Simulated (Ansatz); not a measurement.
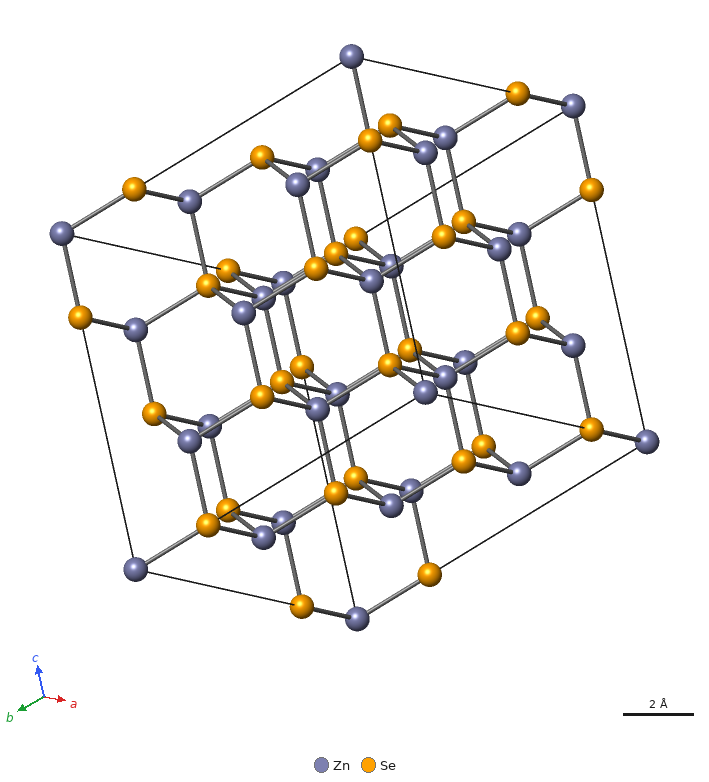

**Figure 1.** The input geometry (ball-and-stick view of the cell of the calculation, seen at an oblique angle).

Run report: ZnSe, single-point calculation

The run: single-point calculation of ZnSe (32 atoms in the cell). Method and program: DFT PBE, scalar-relativistic, plane waves, PAW, no spin polarisation (Ansatz 0.2.0).

The structure derives from a Materials Project entry. It belongs to a series of runs on one base structure; here: the perfect crystal in a cell of 32 atoms.

What the program printed:
```
Engine: ansatz 0.2.0, aarch64-unknown-linux-gnu
Pseudopotentials: kind: paw
Pseudopotential: Zn, paw, valence charge 12, recommended cutoff 420 eV (normal), Zn.paw.azcp
Pseudopotential: Se, paw, valence charge 16, recommended cutoff 420 eV (normal), Se.paw.azcp
Functional definition: PBE
  parameter kappa = 0.804
  parameter beta = 0.06672455060314922
  exchange = pbe_x(kappa = kappa, mu = beta*pi^2/3)
  correlation = pbe_c(beta = beta)
Crystal: 32 atoms, lattice volume = 753.224 Å³
Basis set: ecut = 420 eV, 14771 PW (Γ), exchange–correlation on 144×144×144 points (8 copies of the dense FFT grid, shifted against one another)
Bands: 269, of which v1, the nominal top of the filled ones, is band 224 counted from 1 (223 counted from 0)
Symmetry: 384 space group operations
Space group: F-43m (ITA 216), of the structure as read, at distance tolerance 9.1e-5 Å
k-points: 2 of 8 (time reversal used)
Non-local potential: Zn, projectors of the file, l = 0: 2, l = 1: 2, l = 2: 3, l = 3: 1
Non-local potential: Se, projectors of the file, l = 0: 2, l = 1: 2, l = 2: 3, l = 3: 1
PAW form: soft (Blöchl's): semilocal exchange-correlation on the pseudo side does not see the compensation charge
PAW one-centre angular grid: Zn, 590 points (default); XC on 64 Gauss nodes
PAW one-centre angular grid: Se, 590 points (default); XC on 64 Gauss nodes
Initial density: superposition of atomic densities (neutral atoms: chi_scale 0, normalization atom), corrected by the library's trained network
Initial wavefunctions: pseudopotential atomic-orbital guess
Functional: x = pbe(κ = 0.804, μ = 0.2195149727645171), c = pbe(β = 0.06672455060314922)
SCF iter   1: F=—  HF=-140632.616250 eV  |F-HF|=—  |Δ(HF+E_count)|=         —  Δρ=8.75e-4  dr2=9.82e-3  ethr=1.77e-3  ⟨swp⟩=6.0  Hψ=2028  notcnv=0  defer=12
preconditioner: auto → Resta (q_TF=auto, 2.502 Å⁻¹)  ε∞=5.5  [insulator: Δε(μ)=2.971 eV  Ē_g=10.805 eV  σ=0.020 eV  W_gap=1.00  n_scr=200 (ndim 8)  ℏωp=23.0 eV  f_vac=0.130  D(μ)=0.00/eV (n_scr^D=0)  ε∞_Penn≈5.5]
SCF iter   2: F=—  HF=-140632.613838 eV  |F-HF|=—  |Δ(HF+E_count)|=   2.41e-3  Δρ=4.74e-4  dr2=2.48e-3  ethr=2.19e-6  ⟨swp⟩=2.0  Hψ=801  notcnv=0  defer=59
SCF iter   3: F=—  HF=-140632.614142 eV  |F-HF|=—  |Δ(HF+E_count)|=   3.04e-4  Δρ=2.39e-4  dr2=3.46e-4  ethr=5.53e-7  ⟨swp⟩=2.0  Hψ=745  notcnv=0  defer=59
SCF iter   4: F=—  HF=-140632.614087 eV  |F-HF|=—  |Δ(HF+E_count)|=   5.45e-5  Δρ=9.19e-5  dr2=6.90e-5  ethr=7.73e-8  ⟨swp⟩=2.0  Hψ=741  notcnv=0  defer=59
SCF iter   5: F=—  HF=-140632.613997 eV  |F-HF|=—  |Δ(HF+E_count)|=   9.08e-5  Δρ=3.82e-5  dr2=1.44e-5  ethr=1.54e-8  ⟨swp⟩=2.0  Hψ=746  notcnv=0  defer=59
SCF iter   6: F=—  HF=-140632.614023 eV  |F-HF|=—  |Δ(HF+E_count)|=   2.68e-5  Δρ=1.08e-5  dr2=8.88e-7  ethr=3.22e-9  ⟨swp⟩=2.0  Hψ=746  notcnv=0  defer=59
SCF iter   7: F=-140632.614025 eV  HF=-140632.614025 eV  |F-HF|=6.23e-8  |Δ(HF+E_count)|=   1.97e-6  Δρ=2.80e-6  dr2=4.55e-8  ethr=2.23e-11  ⟨swp⟩=11.5  Hψ=3984  notcnv=0
SCF 1 converged in 7 iterations: F = -140632.614025 eV  dr2 = 4.55e-8
  greatest PAW one-centre occupation: 1.000 electrons in one spin orbital (limit 2), on the Se atom at site 31 (counted from 0), in its partial waves of l = 2
```

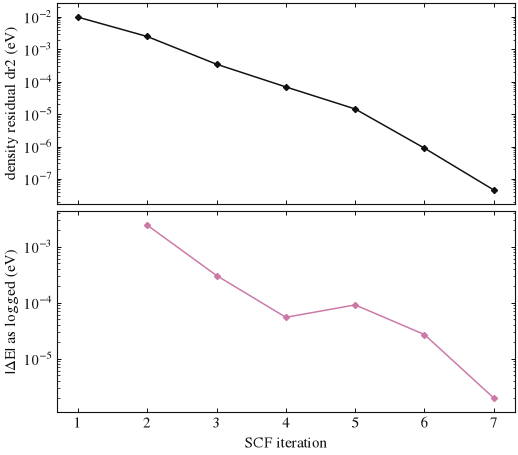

**Figure 2.** Convergence of the self-consistent field: density residual dr2 and size of the energy change against the SCF iteration. The residual falls at every step.

```
SCF converged after 7 iterations
Free energy (F): -140632.614025 eV
Harris-Foulkes:  -140632.614025 eV  (|F-HF|=6.23e-8)
Internal energy: -140632.614025 eV  (E = F + TS)
E sigma→0 (E₀):  -140632.614025 eV
Fermi energy:    7.413274 eV
--- Per-component energies (eV) ---
  E_band       = -6265.716867
  E_kinetic    = 3989.492182
  E_local      = -71063.474044  (includes V_loc(G=0)·N_el)
  E_nonlocal   = 298.798260
  E_hartree    = 32882.940375
  E_xc         = -3856.618474
  E_vxc        = -2394.670254  (∫ρ·V_xc dr)
  E_paw        = -59835.982376  (= ΣΔE_a)
  E_vpaw       = -2861.709900  (= ΣTr[D̂ρ^β])
  E_aug_tail   = -0.014960  (compensation charges beyond the density's cutoff)
  E_ewald      = -43047.754988
  E_smearing   = -0.000000  (= −TS)
  E_closure    = 0.000000  (closes the sum)
  Σ components = -140632.614025   (vs F -140632.614025, Δ=0.00e0)
--- Forces (eV/Å), atoms counted from 1 ---
  atom   1  Zn     0.00000000    -0.00000000    -0.00000000
  atom   2  Zn     0.00000000    -0.00000000    -0.00000000
  atom   3  Zn     0.00000000    -0.00000000    -0.00000000
  atom   4  Zn     0.00000000    -0.00000000     0.00000000
  atom   5  Zn     0.00000000    -0.00000000    -0.00000000
  atom   6  Zn     0.00000000    -0.00000000    -0.00000000
  atom   7  Zn     0.00000000    -0.00000000     0.00000000
  atom   8  Zn     0.00000000    -0.00000000     0.00000000
  atom   9  Zn     0.00000000    -0.00000000    -0.00000000
  atom  10  Zn     0.00000000    -0.00000000    -0.00000000
  atom  11  Zn     0.00000000    -0.00000000    -0.00000000
  atom  12  Zn     0.00000000    -0.00000000    -0.00000000
  atom  13  Zn     0.00000000    -0.00000000    -0.00000000
  atom  14  Zn    -0.00000000    -0.00000000    -0.00000000
  atom  15  Zn     0.00000000    -0.00000000    -0.00000000
  atom  16  Zn     0.00000000    -0.00000000    -0.00000000
  atom  17  Se     0.00000000    -0.00000000    -0.00000000
  atom  18  Se    -0.00000000    -0.00000000    -0.00000000
  atom  19  Se     0.00000000    -0.00000000     0.00000000
  atom  20  Se    -0.00000000    -0.00000000     0.00000000
  atom  21  Se    -0.00000000    -0.00000000     0.00000000
  atom  22  Se    -0.00000000    -0.00000000     0.00000000
  atom  23  Se     0.00000000    -0.00000000     0.00000000
  atom  24  Se     0.00000000    -0.00000000     0.00000000
  atom  25  Se     0.00000000    -0.00000000     0.00000000
  atom  26  Se     0.00000000    -0.00000000     0.00000000
  atom  27  Se    -0.00000000     0.00000000     0.00000000
  atom  28  Se     0.00000000    -0.00000000    -0.00000000
  atom  29  Se     0.00000000     0.00000000    -0.00000000
  atom  30  Se    -0.00000000    -0.00000000     0.00000000
  atom  31  Se    -0.00000000    -0.00000000     0.00000000
  atom  32  Se    -0.00000000    -0.00000000     0.00000000
  max |Σ_I F_I| component: 2.48e-26 eV/Å
--- Stress (GPa, compression-positive) ---
        0.045631      -0.000000       0.000000
       -0.000000       0.045631      -0.000000
       -0.000000       0.000000       0.045631
  P = ⅓ Tr σ = 0.0456 GPa (0.456 kbar)
--- Band table (eV) ---
  k-point 0: bands = ["-40.4602", "-40.4602", "-40.4602", "-40.4602", "-40.4602", "-40.4602", "-40.4602", "-40.4602", "-40.4602", "-40.4602", ... 59 levels left out ..., "-40.4562", "-40.4562", "-40.4562", "-40.4562", "-40.4562", "-40.4562", "-40.4562", "-40.4562", "-40.4562", "-40.4562", "-40.4562", "-6.3902", "-6.3902", "-6.3902", "-6.3902", "-5.8793", "-5.8793", "-5.8793", "-5.8793", "-5.8793", "-5.8793", "-5.8793", "-5.8793", "-5.8793", "-5.8793", "-5.8793", "-5.8793", "-0.0522", "-0.0522",
      "-0.0522", "-0.0522", "-0.0522", "-0.0522", "-0.0522", "-0.0522", "-0.0321", "-0.0321", "-0.0321", "-0.0321", "-0.0146", "-0.0146", "-0.0146", "-0.0146", "-0.0146", "-0.0146", "-0.0146", "-0.0146", "-0.0146", "-0.0146", "-0.0146", "-0.0146", "0.0574", "0.0574", "0.0574", "0.0574", "0.0574", "0.0574", "0.0574", "0.0574", "0.0574", "0.0574", "0.0574", "0.0574", "0.1534", "0.1534", "0.1534", "0.1534", "0.1534", "0.1534",
      "0.1534", "0.1534", "0.1534", "0.1534", "0.1534", "0.1534", "0.2422", "0.2422", "0.2422", "0.2422", "0.2422", "0.2422", "0.2422", "0.2422", "0.2668", "0.2668", "0.2668", "0.2668", "0.2668", "0.2668", "0.2668", "0.2668", "0.2668", "0.2668", "0.2668", "0.2668", "0.3759", "0.3759", "0.3759", "0.3759", "0.3759", "0.3759", "0.3759", "0.3759", "0.3759", "0.3759", "0.3759", "0.3759", "1.8814", "1.8814",
      "1.8814", "1.8814", "1.8814", "1.8814", "1.8814", "1.8814", "1.8814", "1.8814", "1.8814", "1.8814", "3.3642", "3.3642", "3.3642", "3.3642", "4.0041", "4.0041", "4.0041", "4.0041", "4.0041", "4.0041", "4.0041", "4.0041", "4.0041", "4.0041", "4.0041", "4.0041", "4.8216", "4.8216", "4.8216", "4.8216", "4.8216", "4.8216", "4.8216", "4.8216", "4.8216", "4.8216", "4.8216", "4.8216", "5.8745", "5.8745",
      "5.8745", "5.8745", "5.8745", "5.8745", "5.8745", "5.8745", "8.9827", "8.9827", "8.9827", "8.9827", "10.0658", "10.0658", "10.0658", "10.0658", "10.0658", "10.0658", "10.0658", "10.0658", "10.0658", "10.0658", "10.0658", "10.0658", "11.8426", "11.8426", "11.8426", "11.8426", "11.8426", "11.8426", "11.8426", "11.8426", "11.8426", "11.8426", "11.8426", "11.8426", "12.7529", "12.7529", "12.7529", "12.7529", "12.7529", "12.7529",
      "12.7529", "12.7529", "12.7937", "12.7937", "12.7937", "12.7937", "13.8110", "13.8110", "13.8110", "13.8110", "13.8110"]
  k-point 1: bands = ["-40.4603", "-40.4602", "-40.4602", "-40.4602", "-40.4602", "-40.4602", "-40.4602", "-40.4602", "-40.4601", "-40.4601", ... 59 levels left out ..., "-40.4562", "-40.4562", "-40.4562", "-40.4562", "-40.4562", "-40.4562", "-40.4562", "-40.4562", "-40.4562", "-40.4562", "-40.4562", "-6.6023", "-6.2002", "-6.2002", "-6.2002", "-6.2002", "-6.0041", "-6.0041", "-6.0041", "-6.0041", "-5.9127", "-5.8223", "-5.8223", "-5.8223", "-5.8223", "-5.7454", "-5.7454", "-0.1039", "-0.0713",
      "-0.0713", "-0.0644", "-0.0516", "-0.0516", "-0.0516", "-0.0516", "-0.0149", "-0.0149", "-0.0131", "-0.0131", "-0.0131", "-0.0131", "-0.0052", "-0.0052", "-0.0052", "-0.0052", "-0.0037", "-0.0037", "-0.0037", "-0.0037", "0.0103", "0.0103", "0.0103", "0.0103", "0.0254", "0.0254", "0.0254", "0.0254", "0.0537", "0.0537", "0.0537", "0.0537", "0.0918", "0.0918", "0.1095", "0.1095", "0.1525", "0.1525", "0.2056", "0.2056",
      "0.2056", "0.2056", "0.2172", "0.2172", "0.2172", "0.2172", "0.2298", "0.2298", "0.2298", "0.2298", "0.2317", "0.2390", "0.2390", "0.2390", "0.2390", "0.2458", "0.2458", "0.2458", "0.2458", "0.2484", "0.2646", "0.2646", "0.2646", "0.2646", "0.2695", "0.2695", "0.2796", "0.2837", "0.3080", "0.3080", "0.3080", "0.3080", "0.4317", "0.4317", "0.4317", "0.4317", "0.4638", "0.4638", "1.7384", "1.7384",
      "1.7384", "1.7384", "1.7568", "1.7568", "1.8868", "1.8868", "1.8868", "1.8868", "2.2848", "3.0163", "3.0163", "3.0163", "3.0163", "3.4872", "3.4872", "3.4872", "3.4872", "3.9694", "3.9694", "4.0246", "4.0246", "4.5014", "4.5014", "4.6669", "4.6669", "4.6669", "4.6669", "4.6870", "4.6870", "4.6870", "4.6870", "4.7388", "4.7388", "4.7388", "4.7388", "5.0117", "5.4503", "5.4503", "5.4503", "5.4503",
      "5.4843", "5.4843", "5.4843", "5.4843", "5.9259", "5.9259", "8.9006", "9.6105", "9.6105", "9.6105", "9.6105", "9.6227", "10.0541", "10.2441", "10.2441", "10.3220", "10.3220", "10.3220", "10.3220", "10.5656", "10.5656", "10.9065", "10.9065", "10.9065", "10.9065", "11.2212", "11.2212", "11.2212", "11.2212", "11.4100", "12.2791", "12.2791", "12.2791", "12.2791", "12.3964", "12.3964", "12.3964", "12.3964", "12.7760", "12.7760",
      "13.0067", "13.0067", "13.0067", "13.0067", "13.0496", "13.0496", "13.0496", "13.0496", "13.0764", "13.0764", "13.0764"]
```

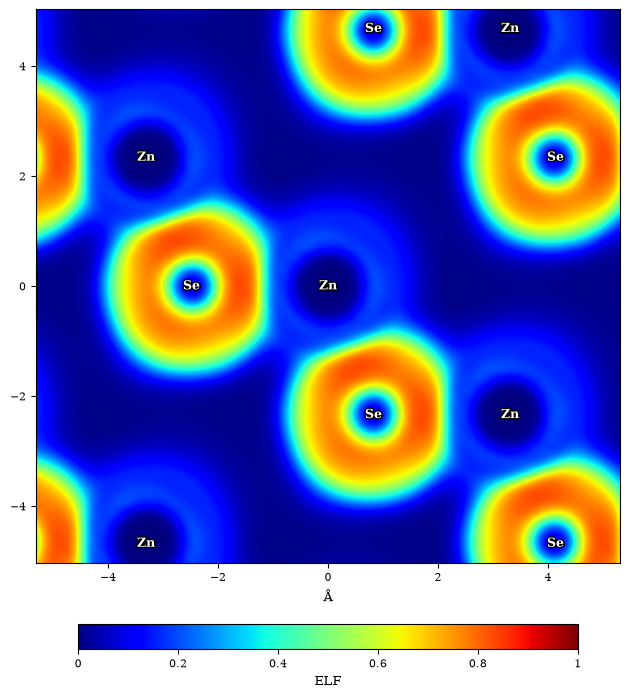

**Figure 3.** Electron localisation function on the (010) plane of the calculation cell. Zn–Se (2.48 Å): the ELF is about 0.60 at the midpoint. In a PAW calculation such maps are meaningful between the atoms, not at the nuclei.

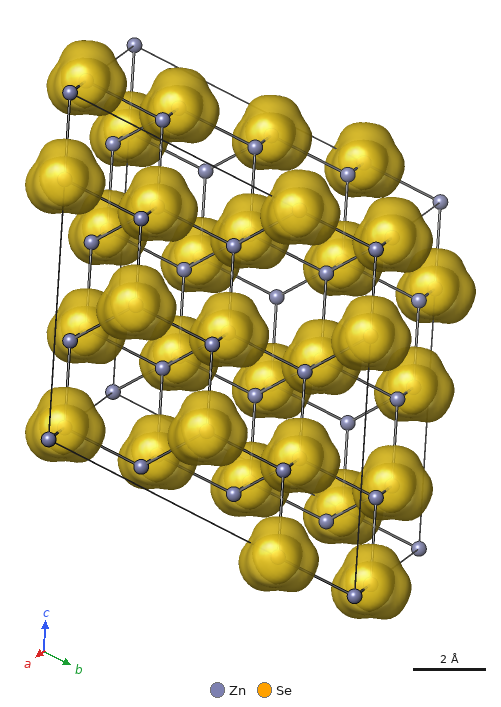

**Figure 4.** Isosurface of the electron localisation function at 0.75 (yellow), seen slightly off an axis. Core shells and regions of very low density are left out. Sticks mark near contacts. The outline is the calculation cell. Values along the shortest contacts: Zn–Se (2.48 Å): the ELF is about 0.60 at the midpoint.

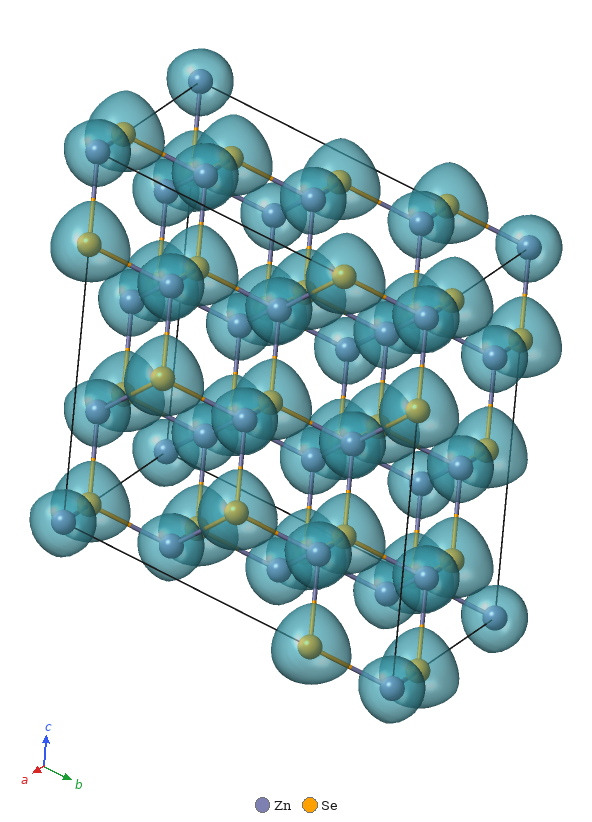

**Figure 5.** Isosurface of the valence electron density at 0.5 e/Å³ (cyan), seen slightly off an axis. Sticks mark near contacts. The outline is the calculation cell. At this value the density breaks into separate islands; it holds about 80 % of the electrons treated as valence. It is pinched off along the Zn–Se (2.48 Å) contacts. On the grid the lowest density along these lines, outside the cores, is 0.38 e/Å³ (Zn–Se, 2.48 Å).

The run was set up as follows.

Input:
```yaml
crystal:
  lattice:
    - [-5.7317611755, 5.7317611755, -5.7317611755]
    - [-5.7317611755, -5.7317611755, 5.7317611755]
    - [5.7317611755, 5.7317611755, 5.7317611755]
  atoms:
    - { symbol: Zn, position: [0.75, 0.75, 0.5] }
    - { symbol: Zn, position: [0.5, 0.0, 0.5] }
    - { symbol: Zn, position: [0.5, 0.75, 0.75] }
    - { symbol: Zn, position: [0.25, 0.25, 0.5] }
    - { symbol: Zn, position: [0.25, 0.0, 0.75] }
    - { symbol: Zn, position: [0.25, 0.75, 0.0] }
    - { symbol: Zn, position: [0.0, 0.5, 0.5] }
    - { symbol: Zn, position: [0.0, 0.25, 0.75] }
    - { symbol: Zn, position: [0.0, 0.0, 0.0] }
    - { symbol: Zn, position: [0.0, 0.75, 0.25] }
    - { symbol: Zn, position: [0.75, 0.5, 0.75] }
    - { symbol: Zn, position: [0.75, 0.25, 0.0] }
    - { symbol: Zn, position: [0.75, 0.0, 0.25] }
    - { symbol: Zn, position: [0.5, 0.5, 0.0] }
    - { symbol: Zn, position: [0.5, 0.25, 0.25] }
    - { symbol: Zn, position: [0.25, 0.5, 0.25] }
    - { symbol: Se, position: [0.0, 0.0, 0.75] }
    - { symbol: Se, position: [0.75, 0.25, 0.75] }
    - { symbol: Se, position: [0.75, 0.0, 0.0] }
    - { symbol: Se, position: [0.5, 0.5, 0.75] }
    - { symbol: Se, position: [0.5, 0.25, 0.0] }
    - { symbol: Se, position: [0.5, 0.0, 0.25] }
    - { symbol: Se, position: [0.25, 0.75, 0.75] }
    - { symbol: Se, position: [0.25, 0.5, 0.0] }
    - { symbol: Se, position: [0.25, 0.25, 0.25] }
    - { symbol: Se, position: [0.25, 0.0, 0.5] }
    - { symbol: Se, position: [0.0, 0.75, 0.0] }
    - { symbol: Se, position: [0.0, 0.5, 0.25] }
    - { symbol: Se, position: [0.0, 0.25, 0.5] }
    - { symbol: Se, position: [0.75, 0.75, 0.25] }
    - { symbol: Se, position: [0.75, 0.5, 0.5] }
    - { symbol: Se, position: [0.5, 0.75, 0.5] }
basis:
  ecutwfc: 420
  xc_grid: 2
kpoints:
  mp_grid: { grid: [2, 2, 2], shift: [0.5, 0.5, 0.5] }
hamiltonian:
  xc: pbe
scf:
  occupations: { method: gaussian, width: 0.02 }
output:
  forces: true
  stress: true
  eigenvalues: true
  write_density: true
  write_potential: true
  elf: true
  volumetric_format: npy
```

Run as:
```bash
ansatz run input.yaml --threads 8 --pin off --max-ram 16384MiB --backend cpu --events-out ev --progress --plain --runs-dir out
```

Summary:

- outcome: converged
- space group (tolerance 0.01 Å): F-43m (216)
- electrons treated: 448
- free energy: −140632.6140 eV
- Fermi energy: 7.413 eV
- gap on the k-point mesh: 2.97 eV
- pressure: 0.05 GPa
- largest force (length of the vector): under 0.001 eV/Å
- hardware: 8 threads of Arm Neoverse V1, 24 GiB of memory available, shared host
- wall time: 14 s (CPU time 1.7 min)
- peak memory: 2.2 GiB
